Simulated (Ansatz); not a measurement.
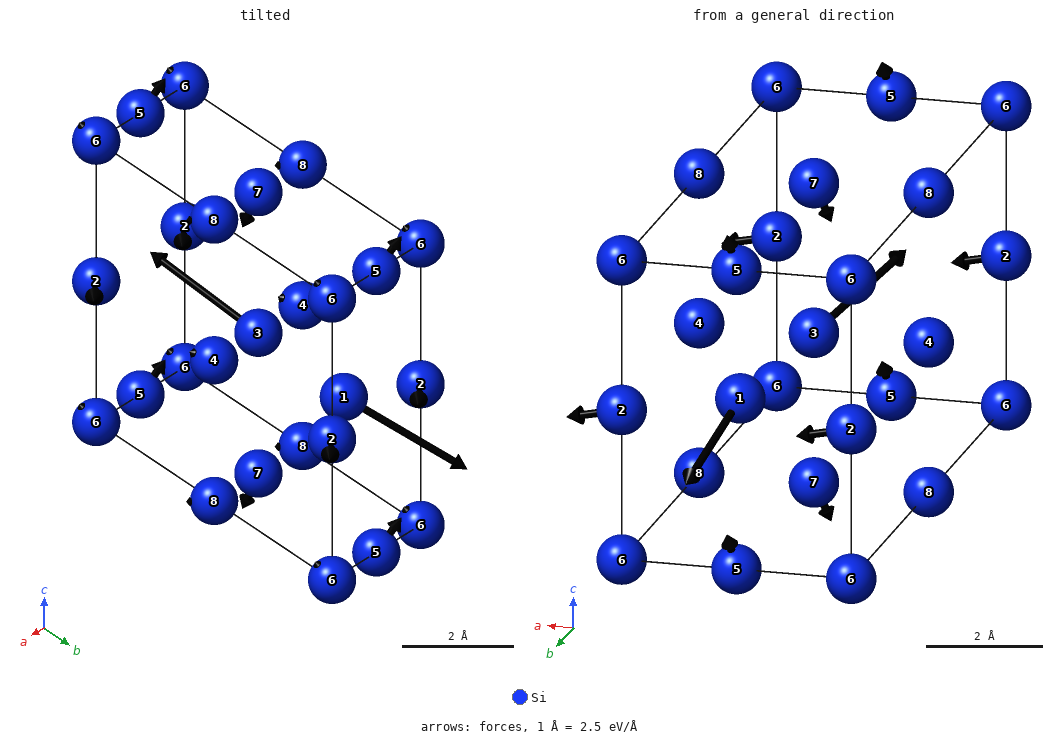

Structure drawing (spheres-only), viewed slightly off an axis and from a general direction. The lines enclose the simulation cell; boundary atoms appear with their images. The arrows are the computed forces on the atoms.

System: Si. The calculation used DFT LDA, scalar-relativistic, plane waves, PAW in Ansatz, with an energy cutoff of 420 eV, 12×12×12 k-mesh, Gaussian smearing of 0.15 eV, no spin polarisation.

Are the forces small enough to call this converged?

No. The atoms still feel forces of up to about 5.5 eV/Å, far above a usual threshold of 0.01 to 0.03 eV/Å.

Identify the atom with the maximum force.

Si1 and Si3, about 5.5 eV/Å.

Its origin is a structure listed in the Materials Project. The cell was then strained or its atoms displaced on purpose. It went into a calculation with Ansatz.
